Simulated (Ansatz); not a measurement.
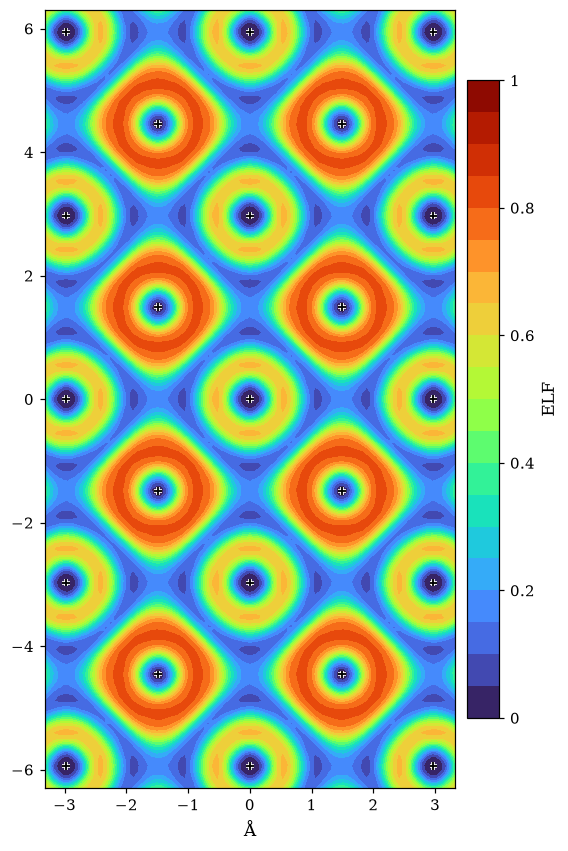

The ELF on a plane through atoms (crosses mark nuclei in the plane).

Theory: DFT PBEsol, scalar-relativistic, plane waves, PAW in Ansatz 0.2.0.

Candidates:
A. ZnS, a = 5.36 Å, b = 5.36 Å, c = 5.36 Å, α = 90.00°, β = 90.00°, γ = 90.00°. Space group F-43m.
B. TiN, a = 4.20 Å, b = 2.97 Å, c = 11.89 Å, α = 90.00°, β = 90.00°, γ = 90.00°. Space group Fm-3m; computed without spin polarisation.
C. AlRu, a = 2.84 Å, b = 2.84 Å, c = 2.84 Å, α = 90.00°, β = 90.00°, γ = 90.00°. Space group Pm-3m; a structure from a database of computed crystals, not necessarily the ambient phase; changed on purpose from its base cell (equal strain along all axes, cell held, atoms relaxed: -4.5 %); computed pressure about 41 GPa in this cell; computed without spin polarisation.

**Which candidate gave the map?**

Candidate B: TiN on the (100) plane of the calculation cell, which holds Ti and N. Ti–N (2.10 Å): the ELF peaks at about 0.80 in the valence shell of N, 0.7 Å from its nucleus, and is about 0.20 at the midpoint (no shared electron pair shows on this line).
